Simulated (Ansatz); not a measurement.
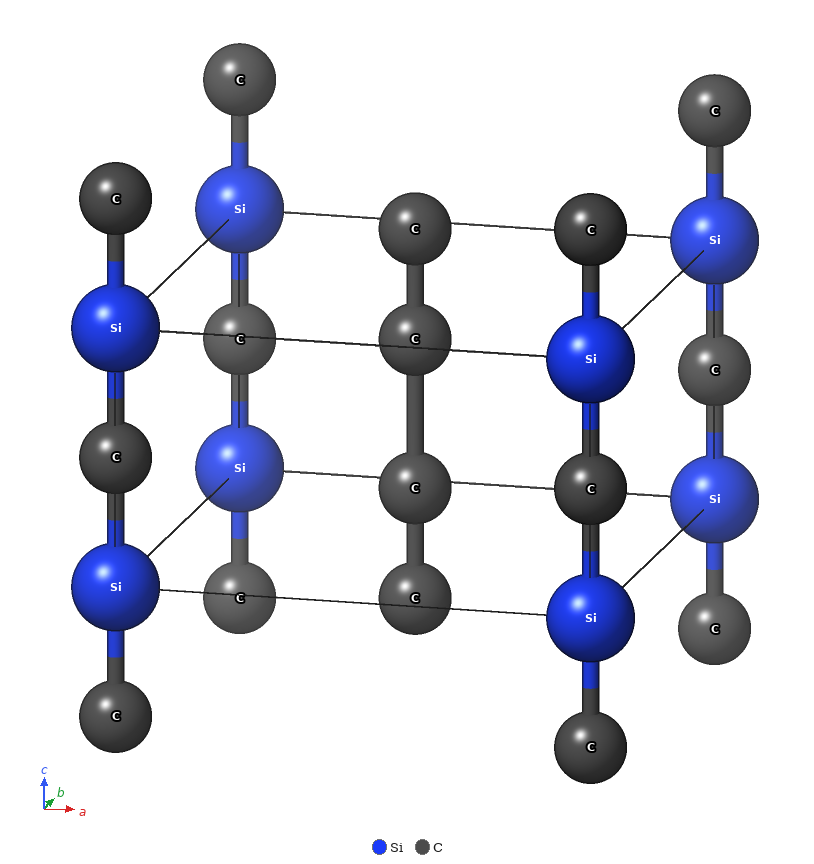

This ball-and-stick model is shown slightly off an axis. One conventional unit cell is outlined, and atoms on its boundary appear in each equivalent place. Bonded atoms from the next cells complete the picture. Cell: a = 5.61 Å, b = 5.61 Å, c = 3.06 Å, α = 90.00°, β = 90.00°, γ = 90.00°.

The model was built from a structure type filled with these elements by a generator (whether the compound takes this form wasn't checked). Earlier steps of the study may have refined or changed the cell and positions. It was run through Ansatz as a DFT input.

What structure is drawn here?

The solid is SiC$_{3}$. Space group: P4/mmm (No. 123). Lattice: primitive tetragonal. It has 4 atoms to the cell (1 Si, 3 C). By the bonds in the drawing, the coordination numbers are Si 2 and C 2.

Level of theory and settings: DFT PBE, scalar-relativistic, plane waves, PAW in Ansatz, a plane-wave cutoff of 420 eV, 6×6×10 k-mesh, Gaussian smearing of 0.02 eV, no spin polarisation.

Metal or not?

A semiconductor at this level, with a gap of 1.15 eV, indirect.

What are the atomic charges by Bader's partition?

Si +2.69 e; C -2.67 to -0.01 e.

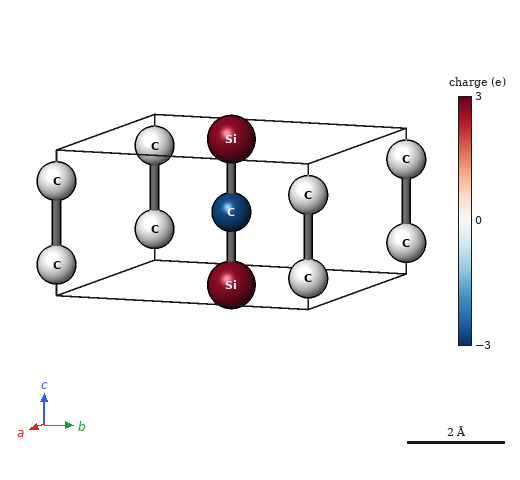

The atoms coloured by those charges. The run's cell of 4 atoms is drawn, so axes and origin can differ from the first picture.

Are forces and stress small enough to call this relaxed?

Yes. All forces vanish to within 0.01 eV/Å. The pressure is 0.0 GPa, close to zero.
